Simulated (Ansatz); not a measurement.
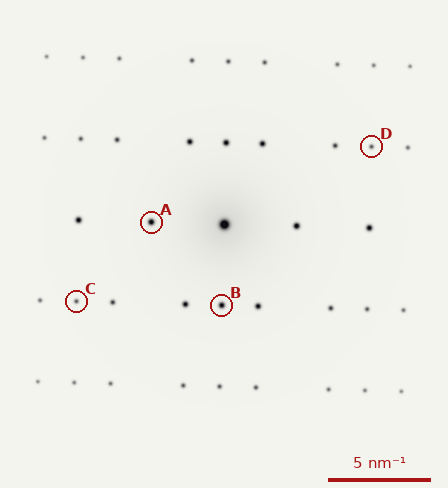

The pattern is a kinematic simulation for 300 kV electrons (no multiple scattering; isotropic B = 1 Å²). The zone axis points towards the electron source and the pattern is seen from the source side.

Se, space group Pm-3n (No. 223), a = 5.56 Å. Structure: the input geometry of an electronic-structure calculation (not necessarily at equilibrium); the starting structure was generated, so it need not be a known form of this composition.

```
Se
1.0
     5.55998    0.00000    0.00000
     0.00000    5.55998    0.00000
     0.00000    0.00000    5.55998
Se
8
Direct
  0.00000 0.00000 0.00000
  0.50000 0.50000 0.50000
  0.25000 0.00000 0.50000
  0.75000 0.00000 0.50000
  0.50000 0.25000 0.00000
  0.50000 0.75000 0.00000
  0.00000 0.50000 0.25000
  0.00000 0.50000 0.75000
```

Spot A is indexed 0 0 -2 and spot B -1 2 0.

**Index the other marked spots.**

C = 2A + B = -1 2 -4 (d = 1.213 Å). D = −2A − B = 1 -2 4 (d = 1.213 Å).

**Find the zone axis.**

The cross product of A and B is parallel to [210]; every spot obeys hu + kv + lw = 0.

**What are the spacings of A and B and the angle between them?**

d(A) = 2.780 Å, d(B) = 2.486 Å, and the angle is 90.0°.
